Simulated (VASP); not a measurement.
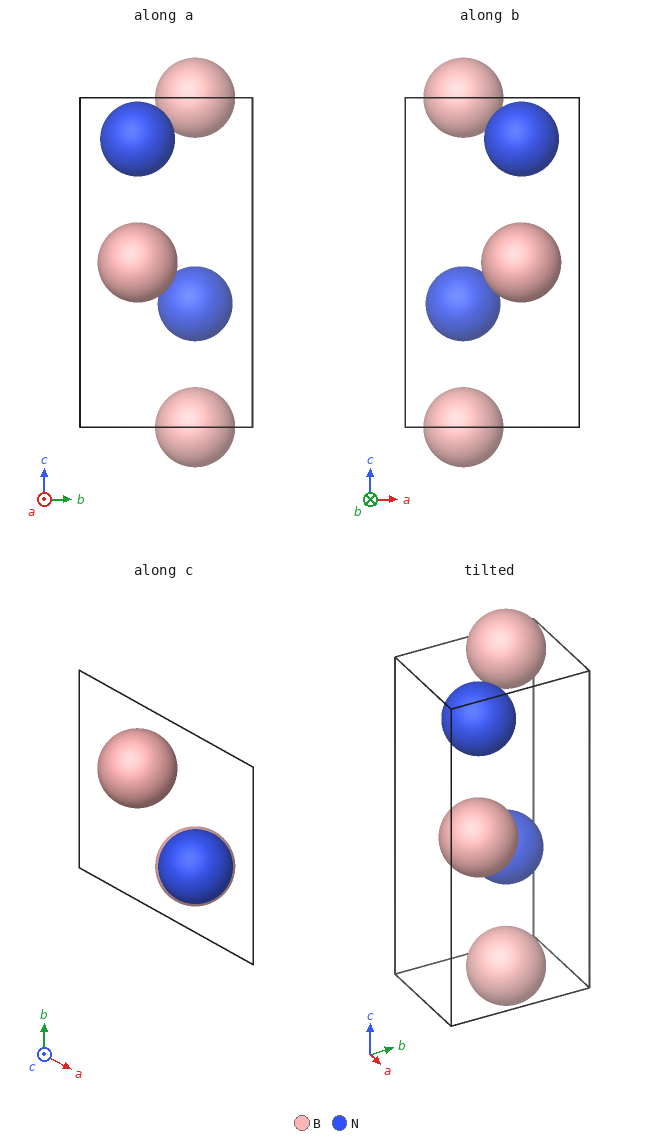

The image is a spheres-only drawing of a crystal, viewed along the a axis, along the b axis, along the c axis and slightly off an axis. The unit cell is drawn as a box.

Lattice parameters: a = 2.5441 Å, b = 2.5220 Å, c = 4.2078 Å, α = 90.000°, β = 90.000°, γ = 119.138°.

Q: Give the structure in the form of a CIF in P1 with every atom of the cell, with free fractional coordinates to two decimals.

A:
```cif
data_structure
_symmetry_space_group_name_H-M 'P 1'
_symmetry_Int_Tables_number 1
_cell_length_a 2.5441
_cell_length_b 2.5220
_cell_length_c 4.2078
_cell_angle_alpha 90.000
_cell_angle_beta 90.000
_cell_angle_gamma 119.138
_cell_volume 23.58
loop_
_atom_site_label
_atom_site_type_symbol
_atom_site_fract_x
_atom_site_fract_y
_atom_site_fract_z
_atom_site_occupancy
B1 B 0.33 0.67 0.00 1
B2 B 0.67 0.33 0.50 1
N1 N 0.33 0.67 0.37 1
N2 N 0.67 0.33 0.87 1
```

The cell started as a structure type filled with these elements by a generator (whether the compound takes this form wasn't checked). The cell was then strained or its atoms displaced on purpose. VASP was used for an electronic-structure calculation on it.
